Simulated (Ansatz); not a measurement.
```yaml
crystal:
  lattice:
    - [2.81943, 2.81943, 0.00000]
    - [-2.81943, 2.81943, 0.00000]
    - [0.00000, 0.00000, 5.68126]
  atoms:
    - { symbol: Ga, position: [0.00000, 0.00000, 0.00000] }
    - { symbol: Ga, position: [0.50000, 0.50000, 0.50000] }
    - { symbol: As, position: [0.50000, 0.00000, 0.25000] }
    - { symbol: As, position: [0.00000, 0.50000, 0.75000] }
```

Space group I-4m2; a generated structure, not necessarily the stable one.

Theory: DFT HSE06, scalar-relativistic, plane waves, PAW (Ansatz).

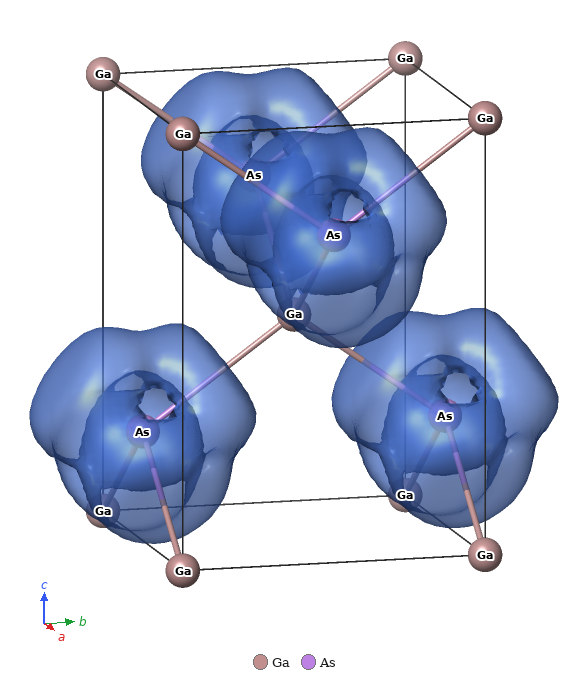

GaAs. Isosurface of the electron localisation function at 0.6 (blue), seen slightly off an axis. Core shells and regions of very low density are left out. Sticks mark near contacts.

Q: Describe the localisation domains.

A: At this value the surface marks out two regions on As in which the atom's valence shell and bonds are merged, counted in one cell of 4 atoms. Regions shared between cells count once.

Values along the shortest contacts:
Ga–As (2.45 Å): the ELF peaks at about 0.80 between the atoms: a shared electron pair.

Q: Metal or insulator at this level of theory?

A: It is gapped, with a Kohn–Sham gap of 1.4 eV on the k-point mesh (the band edges may lie off the mesh, which would make the gap smaller).
